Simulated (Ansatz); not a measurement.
# What a change does: single-point calculation on GaN

System: GaN (P6₃mc, 36 atoms in the cell).
Method of the first run: DFT LDA, scalar-relativistic, plane waves, PAW, no spin polarisation (Ansatz 0.2.0).

The structure derives from a Materials Project entry. Text and figures count atoms from 1; the logs count them from 0 in places.

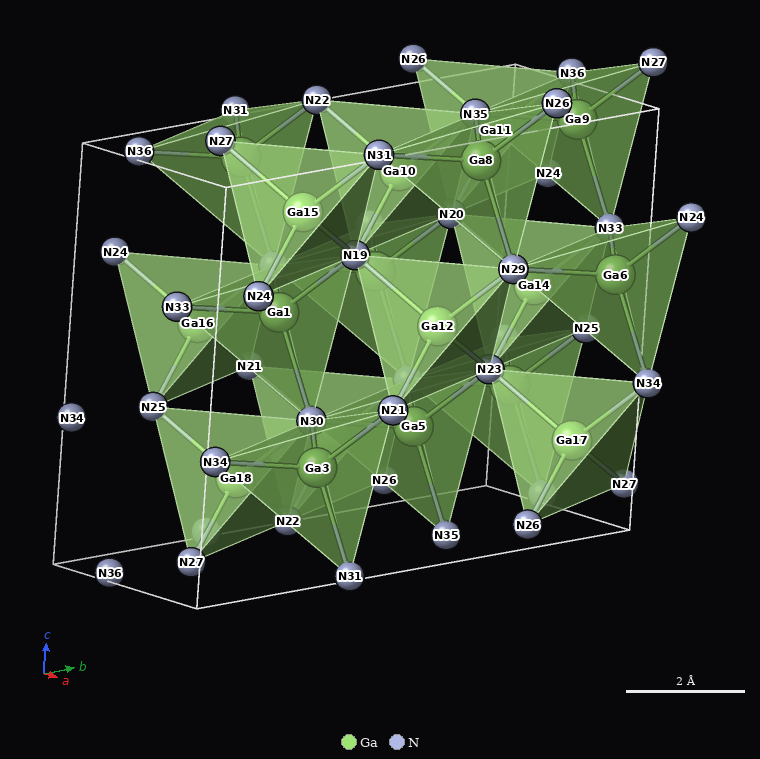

Figure 1. The input geometry (polyhedral view of the cell of the calculation, seen slightly off an axis; polyhedra are completed across the faces of the cell; atoms are numbered from 1 in the order of the input).

### The input, the first run
```yaml
crystal:
  lattice:
    - [4.7276984455, -2.7295379702, 5.1384823971]
    - [0.0, 5.4590759403, 5.1384823971]
    - [-4.7276984455, -2.7295379702, 5.1384823971]
  atoms:
    - { symbol: Ga, position: [0.6108769885, 0.2775436552, 0.6108769885] }
    - { symbol: Ga, position: [0.2775436552, 0.6108769885, 0.6108769885] }
    - { symbol: Ga, position: [0.9442103219, 0.2775436552, 0.2775436552] }
    - { symbol: Ga, position: [0.2775436552, 0.2775436552, 0.9442103219] }
    - { symbol: Ga, position: [0.6108769885, 0.6108769885, 0.2775436552] }
    - { symbol: Ga, position: [0.9442103219, 0.9442103219, 0.6108769885] }
    - { symbol: Ga, position: [0.2775436552, 0.9442103219, 0.2775436552] }
    - { symbol: Ga, position: [0.9442103219, 0.6108769885, 0.9442103219] }
    - { symbol: Ga, position: [0.6108769885, 0.9442103219, 0.9442103219] }
    - { symbol: Ga, position: [0.555321433, 0.555321433, 0.8886547663] }
    - { symbol: Ga, position: [0.2219880996, 0.8886547663, 0.8886547663] }
    - { symbol: Ga, position: [0.8886547663, 0.555321433, 0.555321433] }
    - { symbol: Ga, position: [0.2219880996, 0.555321433, 0.2219880996] }
    - { symbol: Ga, position: [0.555321433, 0.8886547663, 0.555321433] }
    - { symbol: Ga, position: [0.8886547663, 0.2219880996, 0.8886547663] }
    - { symbol: Ga, position: [0.2219880996, 0.2219880996, 0.555321433] }
    - { symbol: Ga, position: [0.8886547663, 0.8886547663, 0.2219880996] }
    - { symbol: Ga, position: [0.555321433, 0.2219880996, 0.2219880996] }
    - { symbol: "N", position: [0.7363452337, 0.4030119004, 0.7363452337] }
    - { symbol: "N", position: [0.4030119004, 0.7363452337, 0.7363452337] }
    - { symbol: "N", position: [0.069678567, 0.4030119004, 0.4030119004] }
    - { symbol: "N", position: [0.4030119004, 0.4030119004, 0.069678567] }
    - { symbol: "N", position: [0.7363452337, 0.7363452337, 0.4030119004] }
    - { symbol: "N", position: [0.069678567, 0.069678567, 0.7363452337] }
    - { symbol: "N", position: [0.4030119004, 0.069678567, 0.4030119004] }
    - { symbol: "N", position: [0.069678567, 0.7363452337, 0.069678567] }
    - { symbol: "N", position: [0.7363452337, 0.069678567, 0.069678567] }
    - { symbol: "N", position: [0.3474563448, 0.3474563448, 0.6807896781] }
    - { symbol: "N", position: [0.0141230115, 0.6807896781, 0.6807896781] }
    - { symbol: "N", position: [0.6807896781, 0.3474563448, 0.3474563448] }
    - { symbol: "N", position: [0.0141230115, 0.3474563448, 0.0141230115] }
    - { symbol: "N", position: [0.3474563448, 0.6807896781, 0.3474563448] }
    - { symbol: "N", position: [0.6807896781, 0.0141230115, 0.6807896781] }
    - { symbol: "N", position: [0.0141230115, 0.0141230115, 0.3474563448] }
    - { symbol: "N", position: [0.6807896781, 0.6807896781, 0.0141230115] }
    - { symbol: "N", position: [0.3474563448, 0.0141230115, 0.0141230115] }
basis:
  ecutwfc: 420
  xc_grid: 2
kpoints:
  mp_grid: { grid: [2, 2, 2], shift: [0.5, 0.5, 0.5] }
hamiltonian:
  xc: lda
scf:
  occupations: { method: gaussian, width: 0.01 }
output:
  forces: true
  stress: true
  eigenvalues: true
```

Launched with:
```bash
ansatz run input.yaml --threads 4 --pin off --max-ram 8192MiB --backend cpu --events-out ev --progress --plain --runs-dir out
```

Hardware: 4 threads of AMD EPYC (Zen 3), 189 GiB of memory available, shared host.

### Output, shortened to warnings, some set-up lines, iterations and results (the first run)
```
Basis set: ecut = 420 eV, 7793 PW (Γ), exchange–correlation on 108×108×108 points (8 copies of the dense FFT grid, shifted against one another)
Symmetry: 54 space group operations
k-points: 2 of 8 (time reversal used)
Initial density: superposition of atomic densities (neutral atoms: chi_scale 0, normalization atom), corrected by the library's trained network
[...]
SCF iter   1: F=—  HF=-73477.890072 eV  |F-HF|=—  |Δ(HF+E_count)|=         —  Δρ=1.34e-2  dr2=6.70e-1  ethr=1.77e-3  ⟨swp⟩=6.0  Hψ=1457  notcnv=0
SCF iter   2: F=—  HF=-73477.696778 eV  |F-HF|=—  |Δ(HF+E_count)|=   1.93e-1  Δρ=3.62e-3  dr2=3.03e-2  ethr=2.07e-4  ⟨swp⟩=2.0  Hψ=553  notcnv=0  defer=56
SCF iter   3: F=—  HF=-73477.688310 eV  |F-HF|=—  |Δ(HF+E_count)|=   8.47e-3  Δρ=1.59e-3  dr2=4.85e-3  ethr=9.35e-6  ⟨swp⟩=2.0  Hψ=464  notcnv=0  defer=34
SCF iter   4: F=—  HF=-73477.686631 eV  |F-HF|=—  |Δ(HF+E_count)|=   1.68e-3  Δρ=1.18e-4  dr2=3.23e-5  ethr=1.50e-6  ⟨swp⟩=2.0  Hψ=454  notcnv=0  defer=34
SCF iter   5: F=—  HF=-73477.685960 eV  |F-HF|=—  |Δ(HF+E_count)|=   6.71e-4  Δρ=4.29e-5  dr2=5.80e-6  ethr=9.97e-9  ⟨swp⟩=2.0  Hψ=664  notcnv=0  defer=34
SCF iter   6: F=—  HF=-73477.685955 eV  |F-HF|=—  |Δ(HF+E_count)|=   4.71e-6  Δρ=1.26e-5  dr2=5.02e-7  ethr=1.79e-9  ⟨swp⟩=2.0  Hψ=663  notcnv=0  defer=34
SCF iter   7: F=-73477.685955 eV  HF=-73477.685955 eV  |F-HF|=2.47e-10  |Δ(HF+E_count)|=   1.35e-8  Δρ=4.05e-6  dr2=7.25e-8  ethr=3.09e-11  ⟨swp⟩=9.0  Hψ=1607  notcnv=0
SCF 1 converged in 7 iterations: F = -73477.685955 eV  dr2 = 7.25e-8
SCF converged after 7 iterations
Free energy (F): -73477.685955 eV
Harris-Foulkes:  -73477.685955 eV  (|F-HF|=2.47e-10)
Internal energy: -73477.685955 eV  (E = F + TS)
E sigma→0 (E₀):  -73477.685955 eV
Fermi energy:    11.399269 eV
--- Per-component energies (eV) ---
  E_band       = -80.281642
  E_kinetic    = 4465.149993
  E_local      = -34732.078898  (includes V_loc(G=0)·N_el)
  E_nonlocal   = 8599.326445
  E_hartree    = 15974.634767
  E_xc         = -2308.258326
  E_vxc        = -2424.945167  (∫ρ·V_xc dr)
  E_paw        = -36632.053150  (= ΣΔE_a)
  E_vpaw       = -7937.038865  (= ΣTr[D̂ρ^β])
  E_aug_tail   = 0.000292  (compensation charges beyond the density's cutoff)
  E_ewald      = -28876.960510
  E_core_change = 32.553431  (= ΣΔE_core)
  E_smearing   = -0.000000  (= −TS)
  E_closure    = 0.000000  (closes the sum)
  Σ components = -73477.685955   (vs F -73477.685955, Δ=0.00e0)
--- Forces (eV/Å), atoms counted from 1 ---
  atom   1  Ga    -0.00000000    -0.00000000     0.00049713
  atom   2  Ga     0.00000000    -0.00000000     0.00049713
  atom   3  Ga    -0.00000000    -0.00000000     0.00049713
  atom   4  Ga    -0.00000000    -0.00000000     0.00049713
  atom   5  Ga    -0.00000000    -0.00000000     0.00049713
  atom   6  Ga     0.00000000    -0.00000000     0.00049713
  atom   7  Ga     0.00000000    -0.00000000     0.00049713
  atom   8  Ga     0.00000000    -0.00000000     0.00049713
  atom   9  Ga    -0.00000000    -0.00000000     0.00049713
  atom  10  Ga     0.00000000     0.00000000     0.00000032
  atom  11  Ga    -0.00000000     0.00000000     0.00000032
  atom  12  Ga    -0.00000000     0.00000000     0.00000032
  atom  13  Ga    -0.00000000     0.00000000     0.00000032
  atom  14  Ga     0.00000000     0.00000000     0.00000032
  atom  15  Ga     0.00000000     0.00000000     0.00000032
  atom  16  Ga    -0.00000000     0.00000000     0.00000032
  atom  17  Ga     0.00000000     0.00000000     0.00000032
  atom  18  Ga     0.00000000     0.00000000     0.00000032
  atom  19  N      0.00000000     0.00000000    -0.00175896
  atom  20  N      0.00000000     0.00000000    -0.00175896
  atom  21  N      0.00000000     0.00000000    -0.00175896
  atom  22  N      0.00000000     0.00000000    -0.00175896
  atom  23  N      0.00000000     0.00000000    -0.00175896
  atom  24  N      0.00000000     0.00000000    -0.00175896
  atom  25  N     -0.00000000     0.00000000    -0.00175896
  atom  26  N      0.00000000     0.00000000    -0.00175896
  atom  27  N      0.00000000     0.00000000    -0.00175896
  atom  28  N      0.00000000    -0.00000000     0.00126467
  atom  29  N      0.00000000    -0.00000000     0.00126467
  atom  30  N     -0.00000000    -0.00000000     0.00126467
[...]
```

For the second run the input was changed thus:
```diff
-  ecutwfc: 420
-  xc: lda
+  xc: pbesol
```

What does this change do to the results?

The total energies belong to different methods, so their difference says nothing on which is more stable or more accurate. The gap on the mesh goes from 3.45 to 3.41 eV. The pressure goes from 0.01 to 5.75 GPa. The functional changes from LDA to PBEsol. The number of SCF iterations is the same.

### Output, shortened to warnings, some set-up lines, iterations and results (the second run)
```
Basis set: ecut = 420 eV, 7793 PW (Γ), exchange–correlation on 108×108×108 points (8 copies of the dense FFT grid, shifted against one another)
Symmetry: 54 space group operations
k-points: 2 of 8 (time reversal used)
Initial density: superposition of atomic densities (neutral atoms: chi_scale 0, normalization atom), corrected by the library's trained network
[...]
SCF iter   1: F=—  HF=-74211.204521 eV  |F-HF|=—  |Δ(HF+E_count)|=         —  Δρ=1.25e-2  dr2=5.97e-1  ethr=1.77e-3  ⟨swp⟩=6.0  Hψ=1457  notcnv=0
SCF iter   2: F=—  HF=-74211.031305 eV  |F-HF|=—  |Δ(HF+E_count)|=   1.73e-1  Δρ=1.97e-3  dr2=1.58e-2  ethr=1.84e-4  ⟨swp⟩=2.0  Hψ=553  notcnv=0  defer=56
SCF iter   3: F=—  HF=-74211.028883 eV  |F-HF|=—  |Δ(HF+E_count)|=   2.42e-3  Δρ=8.68e-4  dr2=2.26e-3  ethr=4.86e-6  ⟨swp⟩=2.0  Hψ=467  notcnv=0  defer=34
SCF iter   4: F=—  HF=-74211.029054 eV  |F-HF|=—  |Δ(HF+E_count)|=   1.70e-4  Δρ=1.94e-4  dr2=1.50e-4  ethr=6.99e-7  ⟨swp⟩=3.0  Hψ=730  notcnv=0  defer=34
SCF iter   5: F=—  HF=-74211.028887 eV  |F-HF|=—  |Δ(HF+E_count)|=   1.67e-4  Δρ=1.05e-4  dr2=2.98e-5  ethr=4.62e-8  ⟨swp⟩=2.0  Hψ=662  notcnv=0  defer=34
SCF iter   6: F=—  HF=-74211.028194 eV  |F-HF|=—  |Δ(HF+E_count)|=   6.93e-4  Δρ=1.55e-5  dr2=6.26e-7  ethr=9.19e-9  ⟨swp⟩=2.0  Hψ=644  notcnv=0  defer=34
SCF iter   7: F=-74211.028194 eV  HF=-74211.028194 eV  |F-HF|=1.78e-9  |Δ(HF+E_count)|=   3.43e-7  Δρ=4.69e-6  dr2=7.92e-8  ethr=3.09e-11  ⟨swp⟩=9.5  Hψ=1613  notcnv=0
SCF 1 converged in 7 iterations: F = -74211.028194 eV  dr2 = 7.92e-8
SCF converged after 7 iterations
Free energy (F): -74211.028194 eV
Harris-Foulkes:  -74211.028194 eV  (|F-HF|=1.78e-9)
Internal energy: -74211.028194 eV  (E = F + TS)
E sigma→0 (E₀):  -74211.028194 eV
Fermi energy:    11.610372 eV
--- Per-component energies (eV) ---
  E_band       = 8.351166
  E_kinetic    = 4464.068767
  E_local      = -34671.760263  (includes V_loc(G=0)·N_el)
  E_nonlocal   = 8561.452540
  E_hartree    = 15970.479684
  E_xc         = -2307.136826
  E_vxc        = -2420.872688  (∫ρ·V_xc dr)
  E_paw        = -37367.211419  (= ΣΔE_a)
  E_vpaw       = -7865.494732  (= ΣTr[D̂ρ^β])
  E_aug_tail   = 0.000453  (compensation charges beyond the density's cutoff)
  E_ewald      = -28876.960510
  E_core_change = 16.039380  (= ΣΔE_core)
  E_smearing   = -0.000000  (= −TS)
  E_closure    = 0.000000  (closes the sum)
  Σ components = -74211.028194   (vs F -74211.028194, Δ=0.00e0)
--- Forces (eV/Å), atoms counted from 1 ---
  atom   1  Ga    -0.00000000    -0.00000000     0.00014435
  atom   2  Ga    -0.00000000    -0.00000000     0.00014435
  atom   3  Ga     0.00000000    -0.00000000     0.00014435
  atom   4  Ga     0.00000000    -0.00000000     0.00014435
  atom   5  Ga    -0.00000000    -0.00000000     0.00014435
  atom   6  Ga     0.00000000    -0.00000000     0.00014435
  atom   7  Ga    -0.00000000    -0.00000000     0.00014435
  atom   8  Ga     0.00000000    -0.00000000     0.00014435
  atom   9  Ga     0.00000000    -0.00000000     0.00014435
  atom  10  Ga     0.00000000     0.00000000    -0.00033170
  atom  11  Ga    -0.00000000     0.00000000    -0.00033170
  atom  12  Ga     0.00000000     0.00000000    -0.00033170
  atom  13  Ga     0.00000000     0.00000000    -0.00033170
  atom  14  Ga    -0.00000000     0.00000000    -0.00033170
  atom  15  Ga     0.00000000     0.00000000    -0.00033170
  atom  16  Ga     0.00000000     0.00000000    -0.00033170
  atom  17  Ga    -0.00000000     0.00000000    -0.00033170
  atom  18  Ga     0.00000000     0.00000000    -0.00033170
  atom  19  N     -0.00000000     0.00000000    -0.00147755
  atom  20  N     -0.00000000     0.00000000    -0.00147755
  atom  21  N     -0.00000000     0.00000000    -0.00147755
  atom  22  N      0.00000000     0.00000000    -0.00147755
  atom  23  N     -0.00000000     0.00000000    -0.00147755
  atom  24  N      0.00000000     0.00000000    -0.00147755
  atom  25  N     -0.00000000     0.00000000    -0.00147755
  atom  26  N     -0.00000000     0.00000000    -0.00147755
  atom  27  N     -0.00000000     0.00000000    -0.00147755
  atom  28  N     -0.00000000    -0.00000000     0.00165262
  atom  29  N     -0.00000000    -0.00000000     0.00165262
  atom  30  N     -0.00000000    -0.00000000     0.00165262
[...]
```

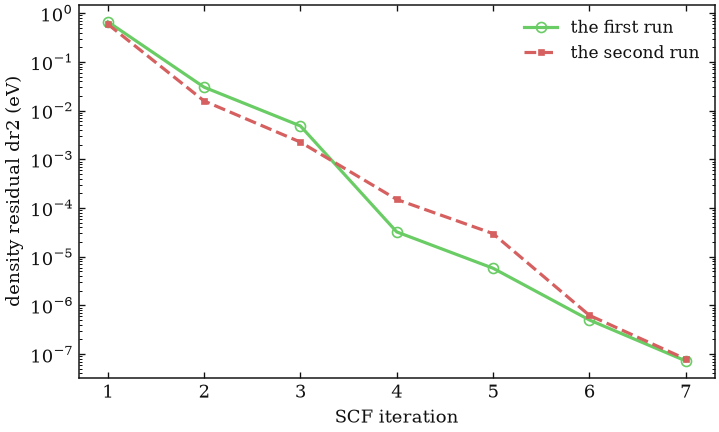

Figure 2. Convergence of the two runs: density residual dr2 against the SCF iteration. The first run takes 7 iterations in all, and the second run takes 7.

### The two runs side by side

| quantity | the first run | the second run |
| --- | --- | --- |
| outcome | converged | converged |
| free energy per atom (eV) | −2041.0468 | −2061.4174 |
| gap on the mesh (eV) | 3.45 | 3.41 |
| pressure (GPa) | 0.01 | 5.75 |
| largest force (eV/Å) | 0.002 | 0.002 |
| SCF iterations | 7 | 7 |
| irreducible k-points | 2 | 2 |
| plane waves at Γ | 7793 | 7793 |
| wall time (shared host) | 20 s | 23 s |

For the second run: The cell is under a pressure of 5.7 GPa at this level, so it is not at its equilibrium volume.
